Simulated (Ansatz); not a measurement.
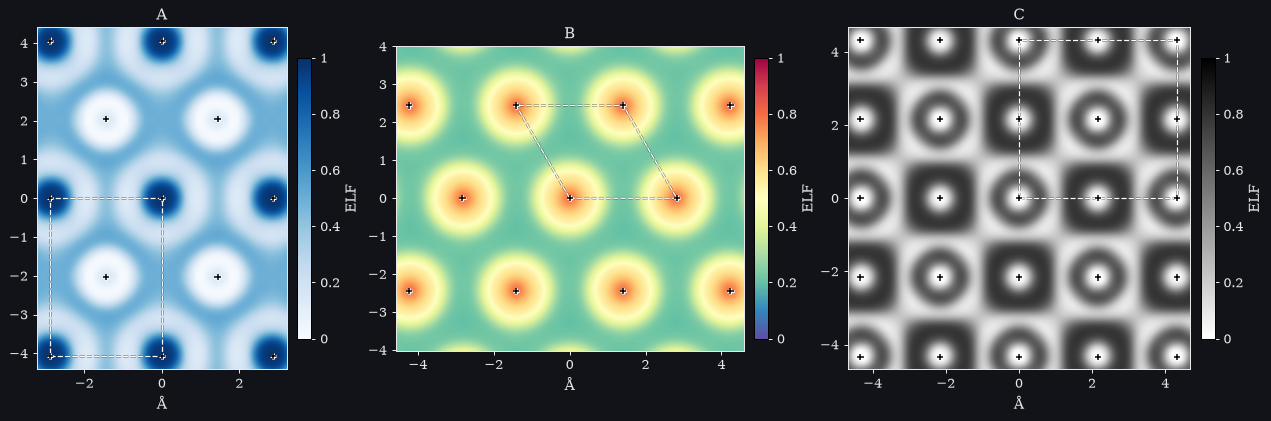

The ELF of 3 systems, each on a plane through atoms (crosses mark nuclei in the plane).

The calculation used Kohn-Sham DFT of a periodic cell, PBEsol, Ansatz PAW in Ansatz 0.2.0.

System 1: Au, the (001) plane of the conventional cell. Space group P6₃/mmc; computed pressure about 10 GPa in this cell.

```xyz
2
Lattice="2.8238 0.0000 0.0000 -1.4119 2.4455 0.0000 0.0000 0.0000 4.6877" Properties=species:S:1:pos:R:3 pbc="T T T"
Au    1.4119    0.8152    1.1719
Au    0.0000    1.6304    3.5158
```

System 2: AlCo, the (110) plane of the conventional cell. Space group Pm-3m; a structure from a database of computed crystals, not necessarily the ambient phase; computed pressure about −9 GPa in this cell; the program warned that a starting moment wasn't kept; spin-polarised, but the moments vanished.

```cif
data_structure
_symmetry_space_group_name_H-M 'P 1'
_symmetry_Int_Tables_number 1
_cell_length_a 2.8747
_cell_length_b 2.8747
_cell_length_c 2.8747
_cell_angle_alpha 90.000
_cell_angle_beta 90.000
_cell_angle_gamma 90.000
_cell_volume 23.76
loop_
_atom_site_label
_atom_site_type_symbol
_atom_site_fract_x
_atom_site_fract_y
_atom_site_fract_z
_atom_site_occupancy
Co1 Co 0.50000 0.50000 0.50000 1
Al1 Al 0.00000 0.00000 0.00000 1
```

System 3: TiC, the (010) plane of the conventional cell. Space group Fm-3m; a structure from a database of computed crystals, not necessarily the ambient phase; computed pressure about −7 GPa in this cell.

```xyz
8
Lattice="4.3314 0.0000 0.0000 0.0000 4.3314 0.0000 0.0000 0.0000 4.3314" Properties=species:S:1:pos:R:3 pbc="T T T"
Ti    0.0000    0.0000    0.0000
Ti    2.1657    2.1657    0.0000
Ti    2.1657    0.0000    2.1657
Ti    0.0000    2.1657    2.1657
C     2.1657    0.0000    0.0000
C     0.0000    2.1657    0.0000
C     0.0000    0.0000    2.1657
C     2.1657    2.1657    2.1657
```

### Match each panel to its system.

Panel A is system 2, AlCo: the plane holds Co and Al. Al–Co (2.49 Å): the ELF is about 0.40 at the midpoint. Panel B is system 1, Au: the plane holds Au. Au–Au (2.82 Å): the ELF is about 0.20 at the midpoint: no localised pair shows between them. Panel C is system 3, TiC: the plane holds Ti and C. Ti–C (2.17 Å): the ELF peaks at about 0.80 in the valence shell of C, 0.7 Å from its nucleus, and is about 0.30 at the midpoint.
